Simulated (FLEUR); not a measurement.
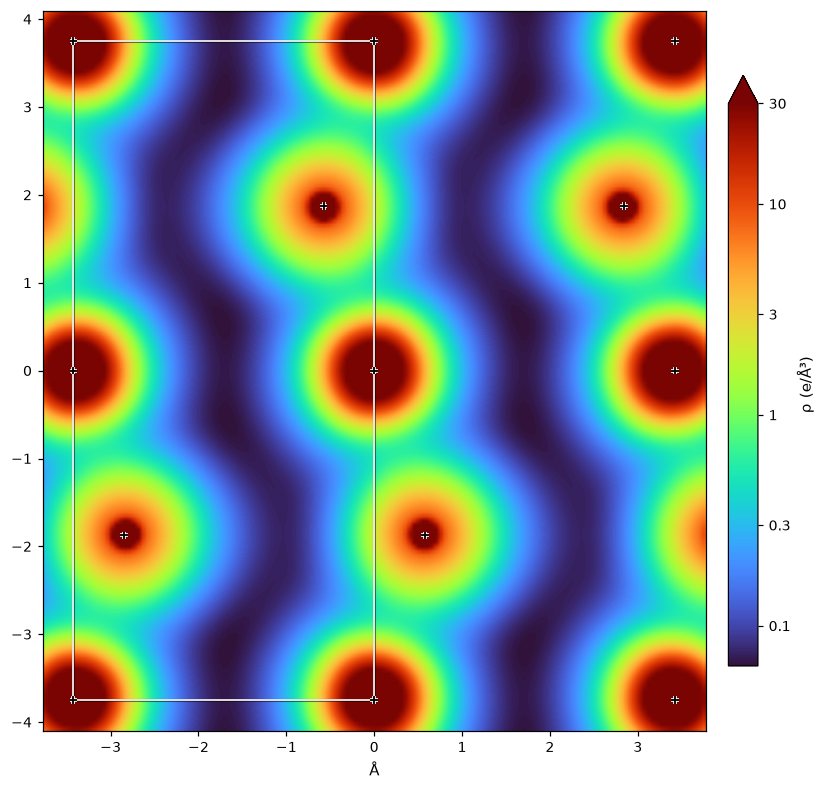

The electron density on a plane through atoms (crosses mark nuclei in the plane).

The calculation used Kohn-Sham DFT of a periodic cell, PBEsol, all-electron (FLEUR MaX-R8.1 (later development tree)).

Candidates:
A. FeO, a = 3.26 Å, b = 3.26 Å, c = 4.24 Å, α = 90.00°, β = 90.00°, γ = 90.00°. Space group I4/mmm; a structure from a database of computed crystals, not necessarily the ambient phase; spin-polarised.
B. CuO, a = 4.68 Å, b = 3.42 Å, c = 5.13 Å, α = 90.00°, β = 99.54°, γ = 90.00°. Space group C2/c; not relaxed (largest force 0.4 eV/Å).
C. TiCo3, a = 3.57 Å, b = 3.57 Å, c = 3.57 Å, α = 90.00°, β = 90.00°, γ = 90.00°. Space group Pm-3m; spin-polarised.

**Which candidate gave the map?**

Candidate B: CuO on the (101) plane of the conventional cell, which holds Cu and O. Cu–O (1.96 Å): ρ is about 0.62 e/Å³ halfway.
